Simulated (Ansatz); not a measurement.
Geometry relaxation, with input and output: Ta (part 2 of 2)

Continued. System: Ta (slab, 3 atoms in the cell). Method: DFT PBE, scalar-relativistic, plane waves, PAW, PAW set soft_1, no spin polarisation (Ansatz 0.2.0); cutoff 420 eV, 12×12×1 k-mesh, Gaussian smearing of 0.1 eV. The structure derives from an entry of the Crystallography Open Database. The input holds or restrains some coordinates. Forces given for the steps count only the free coordinates.

Geometry of the input (Å; fractional positions):
```
2.9862  0.0000  0.0000
-1.4931  2.5861  0.0000
0.0000  0.0000  18.8764
Ta 0.6667  0.3333  0.3708
Ta 0.3333  0.6667  0.5000
Ta 0.0000  0.0000  0.6292
```

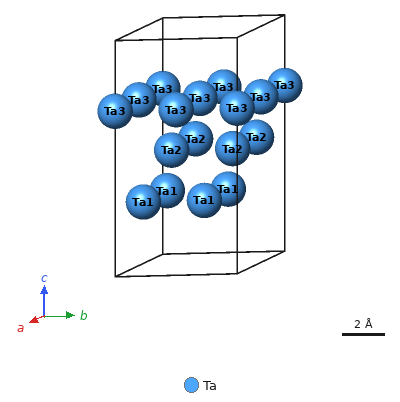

*The geometry at step 2 of the log (spheres-only view of the 2 × 2 repeat of the cell, with the vacuum cut short, seen slightly off an axis; atoms are numbered from 1 in the order of the input).*

### Output, continued
```
SCF iter   1: F=—  HF=-29796.732391 eV  |F-HF|=—  |Δ(HF+E_count)|=         —  Δρ=6.03e-3  dr2=7.20e-1  ethr=1.37e-3  p=0.000 e·Å  D=2.91e-4 V/Å  ΔV_dip=-0.01 eV  dr2_dipole=2.92e-1  V_vac-E_F(+/−)=4.64/4.65 eV  ⟨swp⟩=1.0  Hψ=1767  notcnv=0  defer=1
efield: sawtooth ramp at fractional position 0.9800 (handed on by an earlier solve), width 0.0400; the density the first Hamiltonian is built on has a dipole p = 0.000 e·Å; the dipole correction subtracts the counter field D = 2.91e-4 V/Å, which shifts the + side's vacuum level by -0.01 eV against the − side's; the planar-averaged density in the ramp window peaks in size at 4.0e-6 e/Å³
preconditioner: auto → LDOS  [metal: Δε(μ)=0.042 eV  Ē_g=3.397 eV  σ=0.100 eV  W_gap=0.23  n_scr=12 (ndim 8)  ℏωp=11.9 eV  f_vac=0.517  D(μ)=5.07/eV (n_scr^D=32)  β→1.0]
SCF iter   2: F=—  HF=-29796.719151 eV  |F-HF|=—  |Δ(HF+E_count)|=   1.32e-2  Δρ=1.74e-3  dr2=3.90e-2  ethr=1.37e-3  p=-0.004 e·Å  D=-4.58e-3 V/Å  ΔV_dip=0.09 eV  dr2_dipole=1.23e-2  V_vac-E_F(+/−)=4.75/4.67 eV  ⟨swp⟩=1.7  Hψ=475  notcnv=0  defer=1
SCF iter   3: F=—  HF=-29796.715930 eV  |F-HF|=—  |Δ(HF+E_count)|=   3.22e-3  Δρ=6.95e-4  dr2=4.07e-3  ethr=1.00e-4  p=-0.001 e·Å  D=-1.21e-3 V/Å  ΔV_dip=0.02 eV  dr2_dipole=3.93e-4  V_vac-E_F(+/−)=4.69/4.66 eV  ⟨swp⟩=2.2  Hψ=666  notcnv=0  defer=1
SCF iter   4: F=—  HF=-29796.715518 eV  |F-HF|=—  |Δ(HF+E_count)|=   4.12e-4  Δρ=1.61e-4  dr2=1.55e-4  ethr=1.04e-5  p=-0.001 e·Å  D=-1.34e-3 V/Å  ΔV_dip=0.03 eV  dr2_dipole=7.90e-6  V_vac-E_F(+/−)=4.69/4.66 eV  ⟨swp⟩=2.6  Hψ=730  notcnv=0  defer=1
SCF iter   5: F=—  HF=-29796.715524 eV  |F-HF|=—  |Δ(HF+E_count)|=   6.03e-6  Δρ=5.48e-5  dr2=1.13e-5  ethr=3.98e-7  p=-0.001 e·Å  D=-6.63e-4 V/Å  ΔV_dip=0.01 eV  dr2_dipole=8.50e-7  V_vac-E_F(+/−)=4.68/4.66 eV  ⟨swp⟩=2.1  Hψ=631  notcnv=0  defer=1
SCF iter   6: F=—  HF=-29796.715526 eV  |F-HF|=—  |Δ(HF+E_count)|=   2.07e-6  Δρ=1.92e-5  dr2=1.90e-6  ethr=2.90e-8  p=-0.000 e·Å  D=-2.69e-4 V/Å  ΔV_dip=0.01 eV  dr2_dipole=1.05e-6  V_vac-E_F(+/−)=4.67/4.66 eV  ⟨swp⟩=2.3  Hψ=689  notcnv=0  defer=1
SCF iter   7: F=—  HF=-29796.715526 eV  |F-HF|=—  |Δ(HF+E_count)|=   1.07e-7  Δρ=5.88e-6  dr2=1.11e-7  ethr=4.86e-9  p=-0.000 e·Å  D=-8.16e-5 V/Å  ΔV_dip=0.00 eV  dr2_dipole=1.11e-9  V_vac-E_F(+/−)=4.67/4.66 eV  ⟨swp⟩=2.7  Hψ=765  notcnv=0  defer=1
SCF iter   8: F=-29796.715526 eV  HF=-29796.715526 eV  |F-HF|=4.87e-8  |Δ(HF+E_count)|=   1.35e-7  Δρ=2.03e-6  dr2=4.54e-8  ethr=2.56e-10  p=-0.000 e·Å  D=-3.41e-5 V/Å  ΔV_dip=0.00 eV  dr2_dipole=1.07e-8  V_vac-E_F(+/−)=4.66/4.66 eV  ⟨swp⟩=8.1  Hψ=2094  notcnv=0
SCF 3 converged in 8 iterations: F = -29796.715526 eV  dr2 = 4.54e-8
relax step   3: F+E_penalty+E_count = -29796.71552594 eV  Δ(F+E_penalty+E_count) = -6.021e-3 eV  max|allowed force component| = 1.143e-2 eV/Å  Δτ_max = 0.0688 Å  (8 SCF iters, accepted)
```

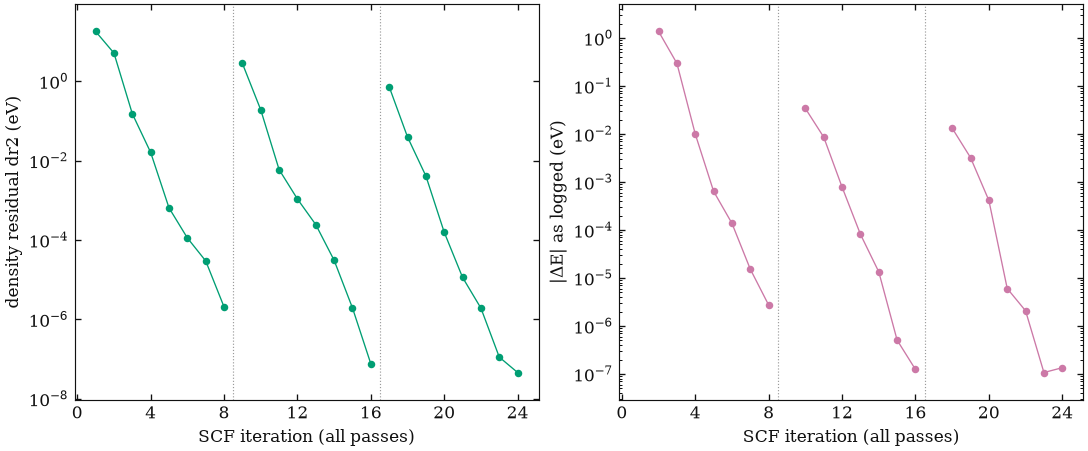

*Convergence of the self-consistent field: density residual dr2 and size of the energy change against the SCF iteration. The dotted lines part the SCF passes of the relaxation: geometry steps, rejected trials and re-solves on a re-selected basis.*

The passes take 8, 8 and 8 iterations.

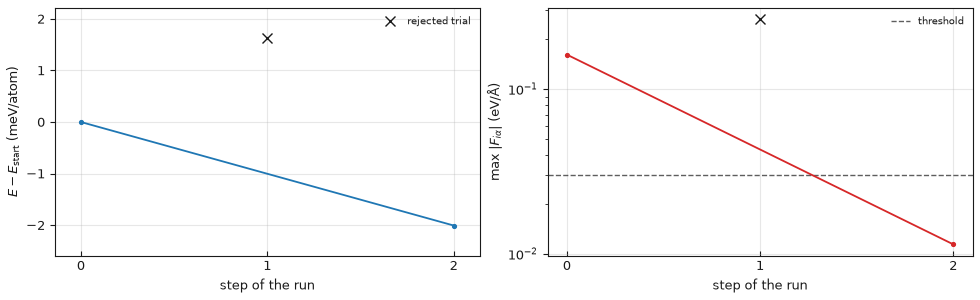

*Progress of the restrained relaxation, step by step (the first geometry is step 0 here and step 1 in the log).*

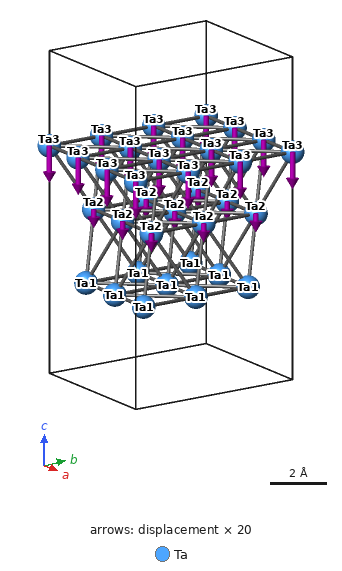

*The starting structure with the displacements as pink arrows, magnified 20 times (ball-and-stick view of the 3 × 3 repeat of the cell, with the vacuum cut short, seen slightly off an axis).*

Over 2 geometry steps the energy falls by 2.0 meV per atom. The largest force component goes from 0.16 to 0.011 eV/Å. The line search rejected the trial step at point 1 (counted from 0) and went back. The largest move is that of Ta3, 0.069 Å. The cell stays as it was. Distances before and after: Ta1–Ta2 2.986 → 2.958 Å. (Atoms are counted from 1 in the order of the input.)

```
SCF converged after 8 iterations
Free energy (F): -29796.715526 eV
Harris-Foulkes:  -29796.715526 eV  (|F-HF|=4.87e-8)
Internal energy: -29796.689273 eV  (E = F + TS)
E sigma→0 (E₀):  -29796.702400 eV
Entropy (-TS):   -0.026253 eV (-8.751 meV/atom)
Fermi energy:    4.273558 eV
Dipole field:    D = -0.000197 V/Å  (p = -0.000159 e·Å, saw-weighted, corrected)
Work function:   Φ+ = 4.6660 eV   Φ− = 4.6623 eV
Levels:          The Fermi level and band energies are counted from a zero that moves with the ramp; work functions are not
--- Per-component energies (eV) ---
  E_band       = -887.851507
  E_kinetic    = 1170.657115
  E_local      = -24032.192241  (includes V_loc(G=0)·N_el)
  E_nonlocal   = -33.132990
  E_hartree    = 11504.619120
  E_xc         = -958.571220
  E_vxc        = -693.954161  (∫ρ·V_xc dr)
  E_paw        = -24913.270611  (= ΣΔE_a)
  E_vpaw       = -308.459317  (= ΣTr[D̂ρ^β])
  E_aug_tail   = 0.000276  (compensation charges beyond the density's cutoff)
  E_efield     = 0.000000  (sawtooth field / dipole correction)
  E_vefield    = -0.000265  (∫n·V_field dr)
  E_ewald      = 7465.201278
  E_smearing   = -0.026253  (= −TS)
  E_closure    = -0.000000  (closes the sum)
  Σ components = -29796.715526   (vs F -29796.715526, Δ=0.00e0)
--- Forces (eV/Å), atoms counted from 1 ---
  atom   1  Ta     0.00000000    -0.00000000     0.00813730
  atom   2  Ta     0.00000000     0.00000000     0.00337143
  atom   3  Ta     0.00000000     0.00000000    -0.01142573
  max |Σ_I F_I| component: 8.30e-5 eV/Å
--- Band table (eV; the first three rows and the last of 19) ---
  k-point 0: bands = ["-63.5270", "-63.5109", "-63.4367", "-30.4284", "-30.1081", "-29.6556", "-29.5961", "-29.5961", "-29.5395", "-29.5395", "-29.4892", "-29.4892", "-3.2697", "-1.6164", "-0.5762", "3.6257", "4.0304", "4.2879", "4.5696", "4.5696", "4.8336", "4.8759", "4.8759", "5.1157"]
  k-point 1: bands = ["-63.5224", "-63.5071", "-63.4337", "-30.4117", "-30.1072", "-29.6829", "-29.6432", "-29.6118", "-29.5707", "-29.5518", "-29.5399", "-29.4982", "-3.0299", "-1.3764", "-0.3211", "3.5084", "3.8870", "4.1724", "4.3198", "4.7459", "4.7820", "4.8295", "4.9977", "5.0240"]
  k-point 2: bands = ["-63.5097", "-63.4966", "-63.4254", "-30.3660", "-30.1130", "-29.8036", "-29.7592", "-29.6761", "-29.6536", "-29.6103", "-29.5853", "-29.5236", "-2.3619", "-0.7320", "0.3632", "3.0878", "3.3660", "3.6476", "4.2271", "4.3044", "4.7714", "5.1476", "5.3381", "5.3867"]
  k-point 18: bands = ["-63.4465", "-63.4464", "-63.3877", "-30.2293", "-30.2292", "-30.2130", "-30.0750", "-30.0542", "-30.0541", "-29.8542", "-29.8541", "-29.7162", "1.7432", "1.8109", "1.8121", "2.4920", "2.4926", "3.6832", "4.0495", "4.0496", "4.0927", "4.1897", "6.5958", "6.5968"]
--- Relaxed structure (3 steps of the walk, 2 accepted, 0 SCFs on fresh bases) ---
  F+E_penalty+E_count = -29796.71552594 eV   max|allowed force component| = 1.143e-2 eV/Å
  atoms:
    - { symbol: Ta, position: [0.6666666666666665, 0.33333333333333326, 0.370833184] }
    - { symbol: Ta, position: [0.33333333333333326, 0.6666666666666665, 0.4981620205745305] }
    - { symbol: Ta, position: [-1.7060055726344012e-18, -1.1915542030290502e-33, 0.6255204684706289] }
```

### Trajectory as extended XYZ (Å, eV, eV/Å), 3 frames, from step=1 to step=3
```
3
Lattice="2.9862 0.0000 0.0000 -1.4931 2.5861 0.0000 0.0000 0.0000 18.8764" Properties=species:S:1:pos:R:3:forces:R:3 step=1 energy=-29796.70950
Ta    1.4931    0.8620    7.0000    0.0000   0.0000   0.1624
Ta    0.0000    1.7241    9.4382    0.0000   0.0000  -0.0002
Ta    0.0000    0.0000   11.8764    0.0000   0.0000  -0.1619
3
Lattice="2.9862 0.0000 0.0000 -1.4931 2.5861 0.0000 0.0000 0.0000 18.8764" Properties=species:S:1:pos:R:3:forces:R:3 step=2 energy=-29796.70459 accepted=F
Ta    1.4931    0.8620    7.0000    0.0000   0.0000  -0.2379
Ta    0.0000    1.7241    9.3586    0.0000   0.0000  -0.0292
Ta    0.0000    0.0000   11.7127    0.0000   0.0000   0.2671
3
Lattice="2.9862 0.0000 0.0000 -1.4931 2.5861 0.0000 0.0000 0.0000 18.8764" Properties=species:S:1:pos:R:3:forces:R:3 step=3 energy=-29796.71553
Ta    1.4931    0.8620    7.0000    0.0000   0.0000   0.0081
Ta    0.0000    1.7241    9.4035    0.0000   0.0000   0.0034
Ta    0.0000    0.0000   11.8076    0.0000   0.0000  -0.0114
```

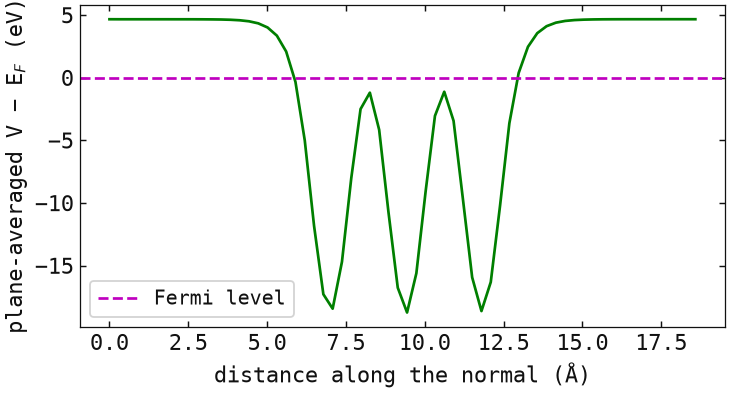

*Plane average of the electrostatic potential energy of an electron across the cell, from the Fermi level.*

The vacuum level lies 4.67 eV above the Fermi level.
